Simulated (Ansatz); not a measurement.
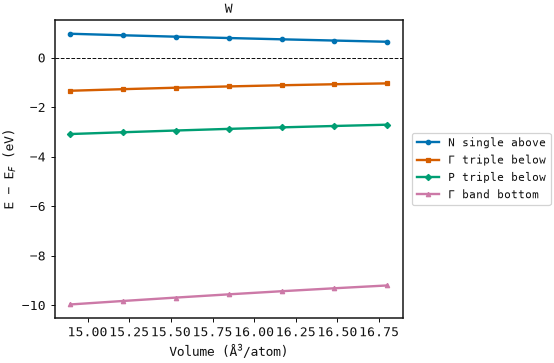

Levels at named k points against volume, from the Fermi level of each run. Each is named by its point, its degeneracy (spin aside) and its side of the Fermi level at the middle volume, where it is the nearest level on that side; the band bottom is the lowest valence level above the core-like shells.

System: bcc W, space group Im-3m (No. 229), 1 atom in the primitive cell. The cell is scaled at fixed shape and fractional positions; at the middle volume, cubic a = 3.165 Å. Ansatz 0.2.0; PBEsol with D3(BJ) dispersion, Ansatz PAW, no spin polarisation, no spin-orbit coupling, 12×12×12 k mesh, 420 eV cutoff, Fermi-Dirac smearing of 0.05 eV.

> How does each level move against the Fermi level from 14.90 Å³/atom to 16.80 Å³/atom?

N single above goes from +0.97 to +0.64 eV, Γ triple below goes from −1.34 to −1.04 eV, P triple below goes from −3.08 to −2.71 eV and Γ band bottom goes from −9.97 to −9.20 eV.

> How does the occupied bandwidth scale with volume?

The Fermi level lies 9.97 eV above the band bottom at the smallest volume and 9.20 eV at the largest, a power law of about V^−0.67.

> Does any of these levels cross the Fermi level?

No: each stays on its side over the whole range; the nearest approach is 0.64 eV.

| volume | N single above (eV) | Γ triple below (eV) | P triple below (eV) | Γ band bottom (eV) |
| --- | --- | --- | --- | --- |
| 14.90 Å³/atom | 0.97 | −1.34 | −3.08 | −9.97 |
| 15.21 Å³/atom | 0.91 | −1.27 | −3.01 | −9.83 |
| 15.53 Å³/atom | 0.85 | −1.21 | −2.94 | −9.69 |
| 15.85 Å³/atom | 0.79 | −1.16 | −2.88 | −9.56 |
| 16.16 Å³/atom | 0.74 | −1.11 | −2.81 | −9.43 |
| 16.48 Å³/atom | 0.69 | −1.07 | −2.76 | −9.31 |
| 16.80 Å³/atom | 0.64 | −1.04 | −2.71 | −9.20 |

Spin-orbit coupling is left out, which matters for W. The PAW data sets were made with another functional. The Fermi level is that of this mesh and smearing. The pressure runs from 10 to −26 GPa along the series.
